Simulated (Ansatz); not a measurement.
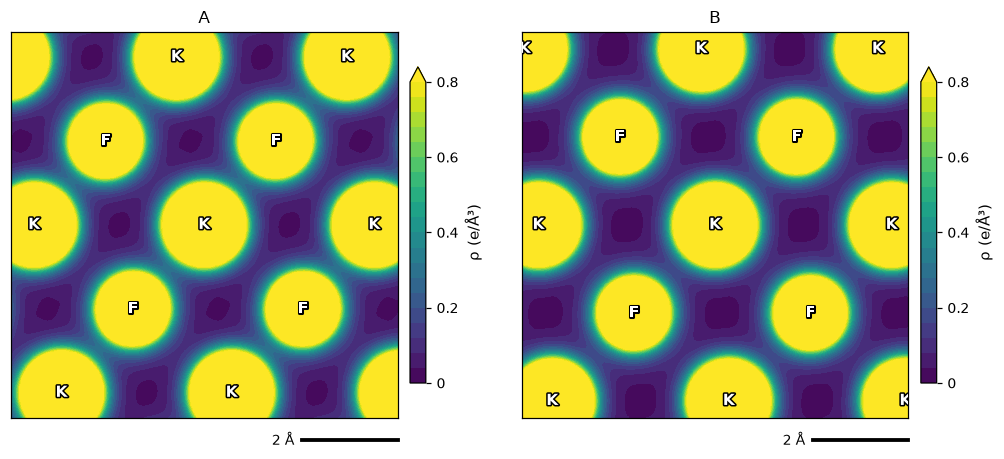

KF. The valence electron density of two cells that differ in size and shape, on the (011) plane of each (indices in the axes of the calculation cell), at one length scale and on one colour scale; one has 18.1 and the other 19.7 Å³ an atom.

Theory: Ansatz, DFT PBE, scalar-relativistic, plane waves, PAW.

The larger cell:

```cif
data_structure
_symmetry_space_group_name_H-M 'P 1'
_symmetry_Int_Tables_number 1
_cell_length_a 3.6923
_cell_length_b 3.8338
_cell_length_c 3.9697
_cell_angle_alpha 56.447
_cell_angle_beta 59.917
_cell_angle_gamma 63.635
_cell_volume 39.42
loop_
_atom_site_label
_atom_site_type_symbol
_atom_site_fract_x
_atom_site_fract_y
_atom_site_fract_z
_atom_site_occupancy
K1 K 0.00000 0.00000 0.00000 1
F1 F 0.50000 0.50000 0.50000 1
```

The smaller cell: a = 3.557 Å, b = 3.704 Å, c = 3.970 Å, α = 55.11°, β = 58.65°, γ = 66.24°.

### Which is the denser cell? Describe the effect of the change.

Panel A is the smaller cell, by 8 % in volume. From the larger cell to the smaller, K–F goes from 2.51 to 2.30 Å, and the density at its midpoint from 0.18 to 0.29 e/Å³; the pressure goes from 1.6 to 8 GPa; the Kohn–Sham gap goes from 5.8 eV to 5.7 eV.
